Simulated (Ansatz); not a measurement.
Ru (Fm-3m, No. 225): coordinates from a relaxation with DFT PBE, scalar-relativistic, plane waves, PAW (Ansatz 0.2.0); the starting structure was generated, so it need not be a known form of this composition.

```cif
data_structure
_symmetry_space_group_name_H-M 'Fm-3m'
_symmetry_Int_Tables_number 225
_cell_length_a 3.8103
_cell_length_b 3.8103
_cell_length_c 3.8103
_cell_angle_alpha 90.000
_cell_angle_beta 90.000
_cell_angle_gamma 90.000
_cell_volume 55.32
loop_
_atom_site_label
_atom_site_type_symbol
_atom_site_symmetry_multiplicity
_atom_site_Wyckoff_symbol
_atom_site_fract_x
_atom_site_fract_y
_atom_site_fract_z
_atom_site_occupancy
Ru1 Ru 4 a 0.00000 0.00000 0.00000 1
```

**What will a dark-field STEM-like image along [001] show? The image is simulated as a sum over atoms of Z^1.7, blurred by a 0.86 Å probe (no channelling). The probe carries 15 % of its weight in a tail 2.5 times as wide. The display is stretched by a gamma of 0.65; percentages refer to the linear signal. Shot noise was added.**

The columns repeat on a square net with a repeat of 1.91 Å (plane group p4mm). All columns are alike (Ru). The shortest distance between visible columns is 1.91 Å in projection. Along the beam the structure repeats every 3.81 Å.

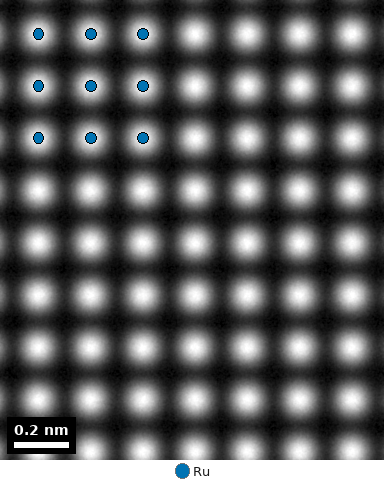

The simulated image, with the columns of the model marked in one corner.
